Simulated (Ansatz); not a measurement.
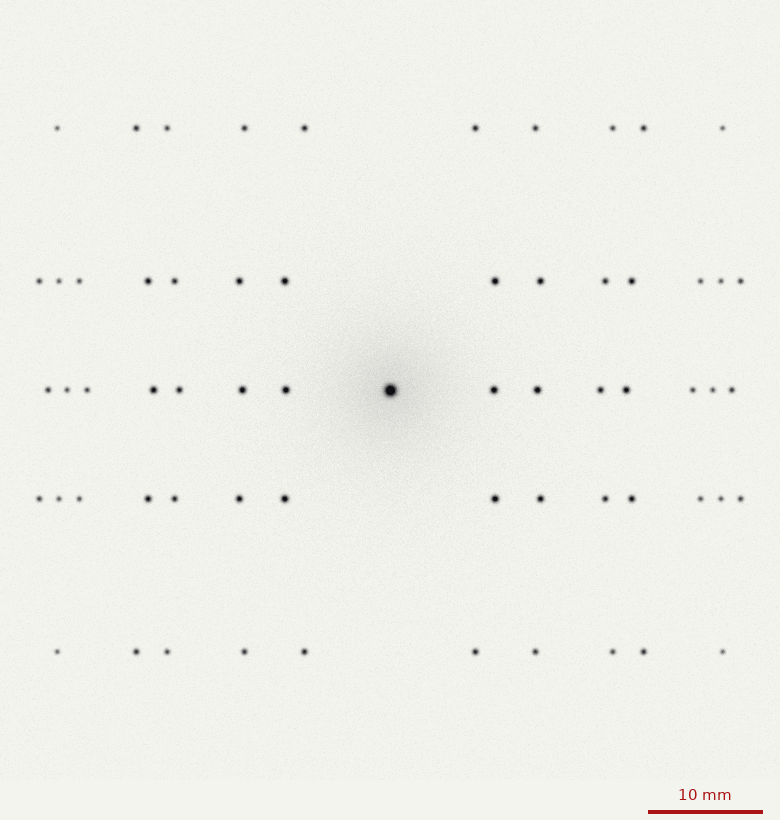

Simulated X-ray rotation photograph: Mo Kα radiation (λ = 0.7107 Å), cylindrical film of radius 30.0 mm unrolled, rotation axis vertical and normal to the beam, kinematic intensities without Lorentz or polarisation factors, the film spanning ±63° about the beam; spots down to d = 0.67 Å.

Question: Measure the layer lines and find the identity period along the axis.

Answer: The first layer line lies 9.6 mm from the equator, so tan ν = 0.321, sin ν = 0.305 and the period is λ/sin ν = 2.33 Å. Further lines follow at 23.1 mm.

The crystal is Cu, space group Pm-3m (No. 221), a = 2.327 Å. Structure: coordinates from a relaxation with Ansatz, DFT, LDA (PW92), plane waves (420 eV) with PAW, scalar-relativistic; the starting structure was generated, so it need not be a known form of this composition.

Question: About which axis was it rotated?

Answer: About [001] (or an equivalent direction), whose length in the conventional cell is 2.327 Å.
